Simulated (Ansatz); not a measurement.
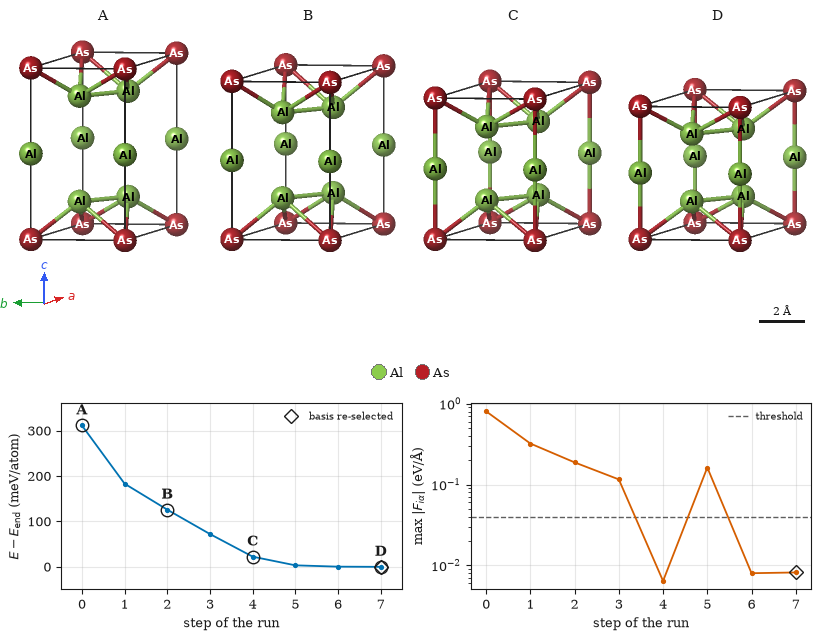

Frames of a relaxation of a crystal of Al5As (a generated structure, set up in P6/mmm) (coarse preliminary run), marked on the history of the run. The picture is a ball-and-stick view of the cell of the calculation, seen from a free direction.

Theory: DFT PBE, scalar-relativistic, plane waves, PAW in Ansatz 0.2.0.

Input file:
```yaml
crystal:
  lattice:
    - [4.25557636, 0.0, 0.0]
    - [-2.12778818, 3.68543723, 0.0]
    - [0.0, 0.0, 7.90457062]
  atoms:
    - { symbol: Al, position: [0.33333333, 0.66666667, 0.19244138] }
    - { symbol: Al, position: [0.33333333, 0.66666667, 0.80755862] }
    - { symbol: Al, position: [0.66666667, 0.33333333, 0.80755862] }
    - { symbol: Al, position: [0.66666667, 0.33333333, 0.19244138] }
    - { symbol: Al, position: [0.0, 0.0, 0.5] }
    - { symbol: As, position: [0.0, 0.0, 0.0] }
basis:
  ecutwfc: 420
kpoints:
  mp_grid: { grid: [6, 6, 2] }
hamiltonian:
  xc: pbe
scf:
  occupations: { method: gaussian, width: 0.1 }
  lower_state_search: "off"
output:
  forces: true
  stress: true
  eigenvalues: true
relax:
  adjacent_minimum: "off"
  f_tol: 0.04
  max_steps: 70
  cell: { stress_tol: 0.4 }
```

Launched with:
```bash
ansatz run input.yaml --threads 1 --pin off --max-ram 2560MiB --backend cpu --events-out ev --progress --plain --runs-dir out
```

### Describe the path.

The largest moves relative to the cell, 0.33 Å, are those of Al1, Al2, Al3 and Al4. Al2 goes along −c. As stays in place. The volume changes by −12.7 %, with a = b 4.256 → 4.514 Å (+6.1 %), c 7.905 → 6.131 Å (−22.4 %). Some distances before and after: Al5–As6 3.952 → 3.066 Å, Al1–Al4 2.457 → 2.606 Å, Al1–As6 2.890 → 3.011 Å, Al1–Al2 3.042 → 3.014 Å. The space group stays P6/mmm (No. 191). Over 6 accepted moves (7 points after the start) the energy falls by 312 meV per atom. The largest force component goes from 0.81 to 0.0082 eV/Å. The pressure goes from 5.13 to 0.03 GPa. The SCF was repeated once at an unchanged geometry on a basis and grid sized afresh for the cell, which shifted the energy by 0.4 meV per atom at most. Cost: 18 s on 1 thread of Intel(R) Xeon(R) CPU @ 2.80GHz (Skylake/Cascade Lake) (shared host), peak memory 0.44 GiB. From step 0 to 2: Al atoms move most (0.27 Å), energy −186 meV per atom. From step 2 to 4: Al atoms move most (0.07 Å), volume −7.4 %, energy −104 meV per atom. From step 4 to 7: Al atoms move most (0.04 Å), volume −5.8 %, energy −22.5 meV per atom.

```csv
step,"E − E(0), meV/atom","largest force component, eV/Å","pressure, GPa","volume, Å³/atom",note
0,0.00,0.8053,5.13,20.662,
1,-128.41,0.3219,-0.68,21.334,
2,-185.66,0.1881,-1.37,20.674,
3,-239.39,0.1158,-1.61,19.887,
4,-289.22,0.0064,-1.74,19.142,
5,-308.34,0.1626,-0.55,18.192,
6,-311.25,0.0080,0.01,18.034,
7,-311.68,0.0082,0.03,18.034,"same geometry, new basis"
```

Limits of the set-up: the k-point mesh is coarse for a cell with partly filled bands.
